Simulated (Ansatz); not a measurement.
## Single-point calculation of Fe$_{13}$Co$_{3}$ (part 2 of 2)

The same run, continued: Fe$_{13}$Co$_{3}$ (P4/mmm, 16 atoms in the cell); DFT PBEsol, scalar-relativistic, plane waves, PAW, spin-polarised (Ansatz 0.2.0); cutoff 420 eV, 4×4×4 k-mesh, Gaussian smearing of 0.1 eV, collinear spins. The structure derives from a Materials Project entry.

Geometry of the input (Å; fractional positions):
```
5.6927  0.0000  0.0000
0.0000  5.6927  0.0000
0.0000  0.0000  5.6911
Fe 0.5000  0.0000  0.5000
Fe 0.7483  0.2517  0.7523
Fe 0.2517  0.7483  0.2477
Fe 0.2517  0.7483  0.7523
Fe 0.2517  0.2517  0.7523
Fe 0.0000  0.0000  0.5000
Fe 0.7483  0.2517  0.2477
Fe 0.7483  0.7483  0.7523
Fe 0.7483  0.7483  0.2477
Fe 0.0000  0.5000  0.5000
Fe 0.5000  0.0000  0.0000
Fe 0.2517  0.2517  0.2477
Fe 0.0000  0.5000  0.0000
Co 0.0000  0.0000  0.0000
Co 0.5000  0.5000  0.5000
Co 0.5000  0.5000  0.0000
```

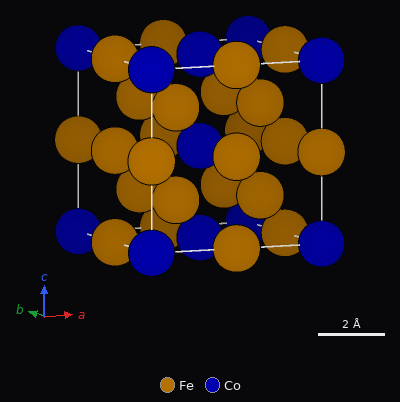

*The structure (spheres-only view of the cell of the calculation, seen slightly off an axis). An atom can appear more than once, as a periodic image.*

The program's output, continued:
```
--- Per-component energies (eV) ---
  E_band       = -3618.304982
  E_kinetic    = 5904.924605
  E_local      = -35872.455952  (includes V_loc(G=0)·N_el)
  E_nonlocal   = 4236.616504
  E_hartree    = 15011.057338
  E_xc         = -1990.475964
  E_vxc        = -2575.006280  (∫ρ·V_xc dr)
  E_paw        = -21807.505599  (= ΣΔE_a)
  E_vpaw       = -5334.511489  (= ΣTr[D̂ρ^β])
  E_aug_tail   = 0.008795  (compensation charges beyond the density's cutoff)
  E_ewald      = -38598.911689
  E_core_change = 2.894879  (= ΣΔE_core)
  E_smearing   = -0.052632  (= −TS)
  E_closure    = 0.000000  (closes the sum)
  Σ components = -73113.899712   (vs F -73113.899712, Δ=0.00e0)
--- Forces (eV/Å), atoms counted from 1 ---
  atom   1  Fe    -0.00000000    -0.00000000    -0.00000000
  atom   2  Fe     0.11143927    -0.11143927    -0.14192194
  atom   3  Fe    -0.11143927     0.11143927     0.14192194
  atom   4  Fe    -0.11143927     0.11143927    -0.14192194
  atom   5  Fe    -0.11143927    -0.11143927    -0.14192194
  atom   6  Fe     0.00000000     0.00000000     0.00000000
  atom   7  Fe     0.11143927    -0.11143927     0.14192194
  atom   8  Fe     0.11143927     0.11143927    -0.14192194
  atom   9  Fe     0.11143927     0.11143927     0.14192194
  atom  10  Fe     0.00000000     0.00000000     0.00000000
  atom  11  Fe     0.00000000    -0.00000000    -0.00000000
  atom  12  Fe    -0.11143927    -0.11143927     0.14192194
  atom  13  Fe     0.00000000     0.00000000     0.00000000
  atom  14  Co     0.00000000     0.00000000     0.00000000
  atom  15  Co    -0.00000000    -0.00000000    -0.00000000
  atom  16  Co     0.00000000    -0.00000000    -0.00000000
  max |Σ_I F_I| component: 5.55e-17 eV/Å
--- Stress (GPa, compression-positive) ---
       -9.344608       0.000000       0.000000
        0.000000      -9.344608      -0.000000
        0.000000      -0.000000      -9.646619
  P = ⅓ Tr σ = -9.4453 GPa (-94.453 kbar)
--- Band table (eV; the first three rows and the last of 36) ---
  k-point 0 ↑: bands = ["-77.9014", "-77.8794", "-77.8787", "-69.9888", "-69.9754", "-69.9754", "-69.9754", "-69.9703", "-69.9703", "-69.9703", "-69.9654", "-69.7038", "-69.7005", "-69.6958", "-69.6452", "-69.6419", "-41.3293", "-41.2864", "-41.2824", "-41.2824", "-41.2700", "-41.2700", "-41.2634", "-41.2559", "-41.2559", "-36.2488", "-36.2484", "-36.2484", "-36.2458", "-36.2370", "-36.2370", "-36.2361", "-36.2094", "-36.2094", "-36.1957", "-36.1738", "-36.1734", "-36.1603", "-36.1603", "-36.1577",
      "-36.1446", "-36.1335", "-36.1114", "-36.1114", "-36.1009", "-36.0855", "-36.0855", "-36.0665", "-36.0612", "-35.8859", "-35.8777", "-35.8777", "-35.8728", "-35.8728", "-35.8578", "-35.8327", "-35.8327", "-35.8293", "-35.7921", "-35.7921", "-35.7723", "-35.7657", "-35.7657", "-35.7499", "9.3168", "12.8434", "12.8728", "12.9313", "12.9671", "12.9671", "12.9677", "13.0648", "13.0683", "13.0939", "13.1201", "13.1204", "13.1204", "13.1741", "13.2138", "14.3564",
      "14.4129", "14.4129", "14.4412", "14.4412", "14.5054", "14.5150", "14.5150", "14.5177", "14.6227", "14.6227", "14.6245", "14.7896", "14.8491", "14.8491", "14.8506", "14.8581", "14.9920", "15.4608", "15.4795", "15.4795", "15.7802", "15.8324", "15.8606", "15.8606", "15.8610", "15.8610", "15.8871", "15.8871", "15.9186", "16.0022", "16.0022", "16.1217", "16.4219", "16.4569", "16.5371", "16.5622", "16.6085", "16.6303", "16.6443", "16.6496",
      "16.6831", "16.6831", "16.7907", "16.7967", "16.7967", "16.8991", "16.9198", "16.9208", "16.9208", "16.9214", "16.9549", "16.9555", "16.9579", "17.0162", "17.0190", "17.1272", "17.7320", "17.7320", "17.7865", "17.8786", "17.9570", "17.9655", "17.9761", "17.9761", "17.9775", "18.0075", "18.1050", "18.1050", "18.1234", "18.1816", "18.1816", "18.1870", "18.1870", "18.2368", "18.2368", "18.2636", "18.2991", "24.6056", "24.8331", "24.8792",
      "24.8802", "24.8802", "24.9800", "26.1990", "26.1990", "26.1997", "26.2173", "26.2175", "26.2175", "27.4379", "27.4379", "27.4468", "27.9812", "28.2979", "33.1795", "33.1825", "34.2201", "34.3645", "34.3645", "34.3995", "34.4900", "34.4900", "34.4978", "34.4978", "34.5649", "34.5649", "34.6393", "34.6616", "34.8495", "34.9297", "35.0623", "35.0887"]
  k-point 1 ↑: bands = ["-77.9013", "-77.8794", "-77.8787", "-69.9869", "-69.9773", "-69.9747", "-69.9747", "-69.9710", "-69.9710", "-69.9696", "-69.9661", "-69.7037", "-69.7004", "-69.6957", "-69.6453", "-69.6419", "-41.3239", "-41.2918", "-41.2824", "-41.2824", "-41.2699", "-41.2699", "-41.2633", "-41.2560", "-41.2560", "-36.2534", "-36.2417", "-36.2417", "-36.2405", "-36.2255", "-36.2255", "-36.2225", "-36.2110", "-36.2110", "-36.1910", "-36.1761", "-36.1758", "-36.1561", "-36.1538", "-36.1538",
      "-36.1503", "-36.1398", "-36.1323", "-36.1323", "-36.1084", "-36.1011", "-36.1011", "-36.0657", "-36.0619", "-35.8762", "-35.8674", "-35.8674", "-35.8591", "-35.8591", "-35.8565", "-35.8297", "-35.8297", "-35.8233", "-35.7980", "-35.7980", "-35.7832", "-35.7736", "-35.7736", "-35.7528", "9.6354", "11.8690", "12.9388", "13.0170", "13.0482", "13.0482", "13.0657", "13.1812", "13.1883", "13.1920", "13.2131", "13.2131", "13.2249", "13.2878", "13.6462", "14.1722",
      "14.2466", "14.3398", "14.3704", "14.3704", "14.3968", "14.3968", "14.4948", "14.5661", "14.5661", "14.6439", "14.7044", "14.8075", "14.8075", "14.9544", "15.0052", "15.0052", "15.3792", "15.4349", "15.4349", "15.5127", "15.5127", "15.5520", "15.5693", "15.6231", "15.6404", "15.6404", "15.9587", "16.0943", "16.1071", "16.1395", "16.1395", "16.1849", "16.2239", "16.2239", "16.3634", "16.3940", "16.3940", "16.4483", "16.5298", "16.5807",
      "16.6926", "16.6926", "16.7887", "16.7887", "16.7923", "16.8159", "16.8676", "16.9023", "16.9203", "16.9229", "16.9476", "16.9483", "16.9623", "17.0277", "17.0939", "17.0939", "17.1044", "17.1468", "17.3125", "17.5842", "17.5842", "17.6891", "17.8538", "17.9620", "17.9620", "17.9775", "18.0266", "18.0653", "18.0653", "18.1253", "18.2449", "18.3512", "18.3512", "18.4113", "19.7069", "19.7971", "19.7971", "23.8431", "23.8431", "24.8446",
      "24.9275", "25.5234", "25.5693", "25.6286", "25.6419", "25.8362", "25.8362", "25.9416", "28.0257", "28.0257", "28.7653", "28.7653", "29.4414", "29.7014", "31.1299", "31.4225", "31.4225", "31.5246", "31.8459", "31.8459", "33.2709", "34.1184", "34.1511", "34.1511", "34.3909", "34.6855", "34.6884", "34.6884", "34.9075", "35.3554", "35.6786", "35.6934"]
  k-point 2 ↑: bands = ["-77.9013", "-77.8794", "-77.8787", "-69.9827", "-69.9816", "-69.9732", "-69.9732", "-69.9725", "-69.9725", "-69.9682", "-69.9675", "-69.7036", "-69.7004", "-69.6957", "-69.6454", "-69.6419", "-41.3152", "-41.3006", "-41.2823", "-41.2823", "-41.2698", "-41.2698", "-41.2633", "-41.2562", "-41.2562", "-36.2557", "-36.2373", "-36.2320", "-36.2320", "-36.2239", "-36.2239", "-36.1901", "-36.1899", "-36.1899", "-36.1858", "-36.1832", "-36.1809", "-36.1786", "-36.1711", "-36.1711",
      "-36.1547", "-36.1324", "-36.1324", "-36.1280", "-36.1280", "-36.1279", "-36.1231", "-36.0641", "-36.0635", "-35.8675", "-35.8579", "-35.8579", "-35.8500", "-35.8437", "-35.8437", "-35.8223", "-35.8223", "-35.8169", "-35.8067", "-35.8067", "-35.7982", "-35.7852", "-35.7852", "-35.7561", "10.5020", "10.5904", "13.0804", "13.1646", "13.1983", "13.2081", "13.2081", "13.2177", "13.2177", "13.2533", "13.4521", "13.5059", "13.5387", "13.6454", "13.6483", "13.6763",
      "13.6921", "13.7750", "14.3510", "14.3510", "14.3525", "14.3525", "14.7789", "14.8955", "14.8955", "14.9467", "14.9657", "14.9657", "14.9759", "15.0108", "15.0689", "15.1604", "15.2008", "15.2008", "15.2592", "15.2592", "15.4006", "15.4129", "15.4779", "15.4779", "15.5255", "15.5255", "15.7384", "15.7384", "15.7461", "15.7643", "15.7643", "15.8677", "16.0835", "16.1279", "16.2960", "16.4659", "16.4759", "16.4759", "16.5012", "16.5012",
      "16.5260", "16.5266", "16.5563", "16.8102", "16.8289", "16.8864", "16.9058", "16.9352", "16.9371", "16.9879", "16.9879", "17.0180", "17.0180", "17.0338", "17.0695", "17.0822", "17.3751", "17.3970", "17.4719", "17.5870", "17.5870", "17.6120", "17.6167", "17.6167", "17.7000", "17.7590", "18.1050", "18.1731", "18.2471", "18.2471", "18.2489", "18.2789", "18.2789", "18.3237", "21.6746", "21.6746", "21.7209", "21.7209", "22.3531", "22.5157",
      "25.0278", "25.0969", "25.0980", "25.1734", "27.9561", "27.9693", "28.1836", "28.1836", "28.2886", "28.2886", "28.3045", "28.3896", "29.5534", "29.5534", "29.6641", "29.6641", "31.4057", "31.4057", "31.5260", "31.5260", "32.1578", "32.2509", "32.3235", "32.6259", "33.5319", "33.5997", "35.3329", "35.3505", "35.3505", "35.3581", "35.4470", "35.5085"]
  k-point 17 ↓: bands = ["-75.7171", "-75.6671", "-75.6506", "-67.0157", "-67.0157", "-67.0130", "-67.0130", "-67.0091", "-67.0072", "-67.0065", "-67.0061", "-66.9295", "-66.9295", "-66.9222", "-66.9222", "-66.8602", "-39.1802", "-39.1581", "-39.1581", "-39.1349", "-39.1057", "-39.1057", "-39.0974", "-39.0974", "-39.0959", "-33.3681", "-33.3603", "-33.3538", "-33.3536", "-33.3536", "-33.3510", "-33.3486", "-33.3447", "-33.3447", "-33.3434", "-33.3348", "-33.3279", "-33.3107", "-33.3107", "-33.3093",
      "-33.2577", "-33.2577", "-33.2516", "-33.2516", "-33.2516", "-33.2495", "-33.2467", "-33.2467", "-33.2451", "-33.1055", "-33.1035", "-33.1006", "-33.0922", "-33.0899", "-33.0899", "-33.0896", "-33.0896", "-33.0812", "-33.0783", "-33.0753", "-33.0728", "-33.0505", "-33.0406", "-33.0406", "12.7471", "12.7927", "12.8419", "12.9791", "12.9791", "13.0361", "13.0361", "13.0751", "15.7739", "15.8369", "15.8496", "15.8851", "15.9097", "15.9177", "15.9977", "15.9977",
      "16.0013", "16.0013", "16.0617", "16.0836", "16.0836", "16.0974", "16.0974", "16.2105", "16.2396", "16.2633", "16.3170", "16.3170", "16.3276", "16.3276", "16.4334", "16.4555", "16.4555", "16.6004", "16.6526", "16.6861", "16.6861", "16.7240", "16.7279", "16.7347", "16.7372", "16.7676", "16.7913", "16.7913", "16.8000", "16.8062", "16.8063", "16.8063", "19.0090", "19.0128", "19.0167", "19.0173", "19.0208", "19.0236", "19.2907", "19.2907",
      "19.2910", "19.3087", "19.3087", "19.3500", "19.3958", "19.4495", "19.4495", "19.6463", "19.6463", "19.6623", "19.6623", "19.6653", "19.6667", "19.6742", "19.6742", "19.6833", "19.6838", "19.6966", "19.6966", "19.7429", "19.7500", "19.7518", "19.7518", "19.7768", "19.9475", "19.9475", "20.0084", "20.0309", "20.0309", "20.0629", "20.1085", "20.1529", "25.5555", "25.7097", "25.7097", "25.7142", "25.7628", "25.7628", "25.7714", "25.8339",
      "25.8381", "25.8661", "25.8946", "25.9450", "25.9450", "26.0048", "26.0048", "26.1037", "27.6044", "27.6402", "27.6897", "27.9784", "27.9784", "28.0305", "28.0305", "28.0668", "34.0693", "34.0693", "34.0795", "34.1127", "34.1127", "34.1231", "34.1535", "34.2326", "34.3111", "34.3111", "34.3129", "34.3361", "34.3387", "34.3387", "34.3500", "34.3867"]
--- Löwdin populations: 16 sites ---
  site symbol       q [e]    m [muB]
     0     Fe     15.8036     2.4164
     1     Fe     15.7628     2.5787
     2     Fe     15.7628     2.5787
     3     Fe     15.7628     2.5787
     4     Fe     15.7628     2.5787
     5     Fe     15.7910     2.4649
     6     Fe     15.7628     2.5787
     7     Fe     15.7628     2.5787
     8     Fe     15.7628     2.5787
     9     Fe     15.8036     2.4164
    10     Fe     15.8252     2.3584
    11     Fe     15.7628     2.5787
    12     Fe     15.8252     2.3584
    13     Co     16.7177     1.7775
    14     Co     16.7286     1.7671
    15     Co     16.7370     1.7490
  spilling = 0.014154 (of n_electrons = 259.000000)
```

Summary:

```tsv
quantity	value
outcome	converged
space group (tolerance 0.01 Å)	P4/mmm (123)
electrons treated	259
free energy	−73113.8997 eV
Fermi energy	18.025 eV
gap on the k-point mesh	none (metallic)
net moment of the cell	36.70 μB
integrated absolute moment	38.73 μB
pressure	−9.45 GPa
largest force (length of the vector)	0.212 eV/Å
hardware	4 threads of Intel Xeon (Granite Rapids), 192 GiB of memory available, shared host
wall time	25 s (CPU time 95 s)
peak memory	1.6 GiB
```

The cell is under a tension of 9.4 GPa at this level, so it is not at its equilibrium volume.
